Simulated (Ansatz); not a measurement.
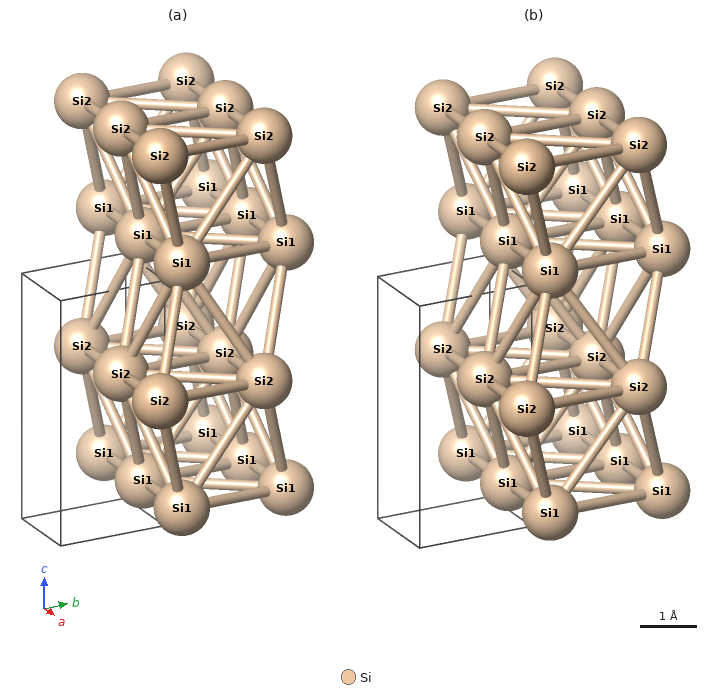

Left: a symmetric starting cell of Si. Right: the same structure after one change, at the same scale. The picture is a ball-and-stick view of the cell of the calculation, repeated 3 × 2 × 2 with one cell outlined, seen slightly off an axis.

Theory: DFT PBE, scalar-relativistic, plane waves, PAW in Ansatz. Set-up: plane-wave cutoff 420 eV; k-point mesh 15 × 15 × 8; occupations gaussian; smearing width 0.1 eV; no spin polarisation.

> What was changed?

The cell is strained by −1.3 % along c and +7.7 % across it (volume +14.4 %), the atoms keeping their fractional coordinates. No relaxation follows. The starting cell wasn't computed here and needn't be at equilibrium, so pressure and forces aren't due to the change alone.

> How do the computed properties respond?

Near-neighbour distances before and after: Si–Si 2.666 → 2.870 Å, Si–Si 2.729 → 2.773 Å. The space group stays P6_3/mmc (No. 194). The pressure is −6.8 GPa (not all of it need come from the change, since the unchanged cell can be under pressure at this level too). The principal stresses (compression positive) are −7.7 GPa along c and −6.3 GPa across it. All forces vanish by symmetry.
